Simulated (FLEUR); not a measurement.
System: zincblende ZnSe, space group F-43m, 2 atoms in the primitive cell. The cell is scaled uniformly. Level of theory: LDA, all-electron, no spin polarisation, no spin-orbit coupling, 8×8×8 k mesh, Fermi-Dirac smearing of 0.05 eV; code FLEUR.

At a = 5.668 Å the lowest conduction levels at the points plotted lie 1.03 eV (Γ), 2.36 eV (L), 2.82 eV (X) and 3.43 eV (K) above the valence top at Γ.

**How does each level move from a = 5.552 Å to a = 5.779 Å?**

Γ falls by 0.48 eV, L falls by 0.22 eV, X rises by 0.26 eV and K rises by 0.08 eV. Straight lines against ln V have slopes of −4.0 eV at Γ, −1.8 eV at L, +2.2 eV at X and +0.7 eV at K. The lowest is the one at Γ, over the whole range, so among these points the gap stays direct.

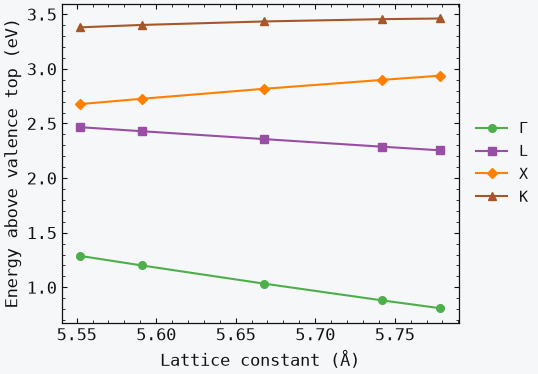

Lowest conduction level at each named k point, counted from the valence-band top at Γ.

| cell | Γ (eV) | L (eV) | X (eV) | K (eV) |
| --- | --- | --- | --- | --- |
| a = 5.552 Å | 1.29 | 2.47 | 2.68 | 3.38 |
| a = 5.591 Å | 1.20 | 2.43 | 2.73 | 3.40 |
| a = 5.668 Å | 1.03 | 2.36 | 2.82 | 3.43 |
| a = 5.742 Å | 0.88 | 2.29 | 2.90 | 3.46 |
| a = 5.779 Å | 0.81 | 2.25 | 2.94 | 3.46 |

Spin-orbit coupling is left out, which matters for Se. LDA, GGA and most meta-GGA functionals understate gaps.
